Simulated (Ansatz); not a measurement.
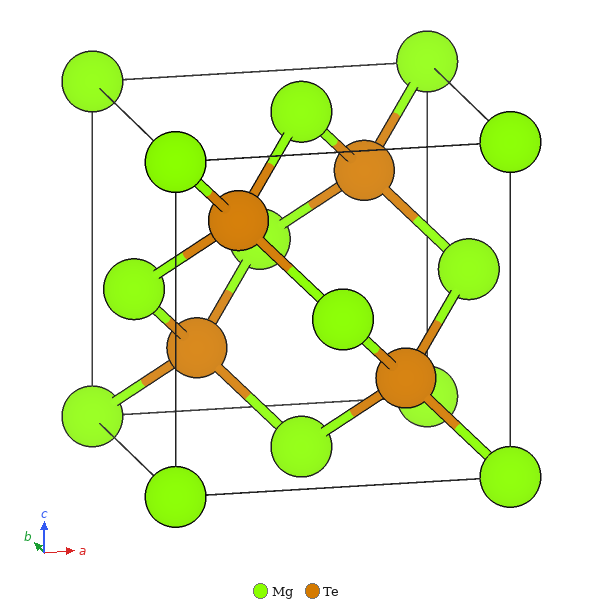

An orthographic ball-and-stick view of the structure, slightly off an axis. The box is the conventional unit cell; atoms on or close to its faces, edges and corners are drawn wherever they repeat. Cell: a = 6.51 Å, b = 6.51 Å, c = 6.51 Å, α = 90.00°, β = 90.00°, γ = 90.00°.

The cell started as a structure listed in the Materials Project. Earlier steps of the study may have refined or changed the cell and positions. It was the input of a calculation with Ansatz.

Describe the crystal.

Composition: MgTe. Space group: F-43m (No. 216). Lattice: face-centred cubic. It belongs to the family called zinc blende (sphalerite type). The cell comprises 4 formula units: 4 Mg, 4 Te. About every Mg there are four Te in a tetrahedral arrangement at about 2.8 Å. The coordination shell of Te holds four Mg in a tetrahedral arrangement at about 2.8 Å. The bonds build a three-dimensional framework.

Setup: DFT PBE, scalar-relativistic, plane waves, PAW (Ansatz 0.2.0); a cutoff energy of 420 eV, k-points about 0.21 Å⁻¹ apart, Gaussian smearing of 0.02 eV, no spin polarisation.

Classify it as metallic or gapped, with the value.

A semiconductor at this level, with a gap of 2.33 eV, direct.

List the Bader charges.

Mg +1.54 e; Te -1.54 e.

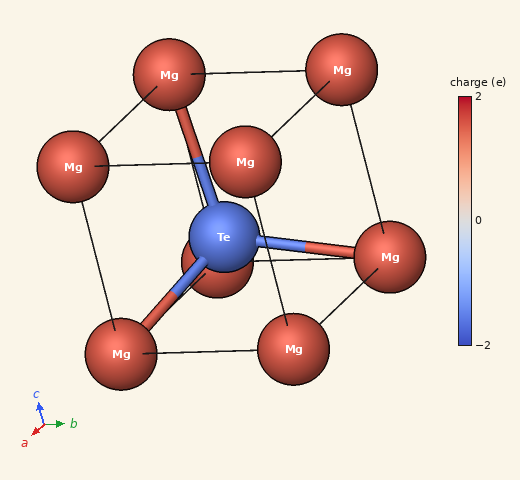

The atoms coloured by those charges. The run's cell of 2 atoms is drawn, so axes and origin can differ from the first picture.

Do the forces and the stress vanish for this geometry?

Yes. All forces vanish to within 0.01 eV/Å. The pressure is 0.0 GPa, close to zero.
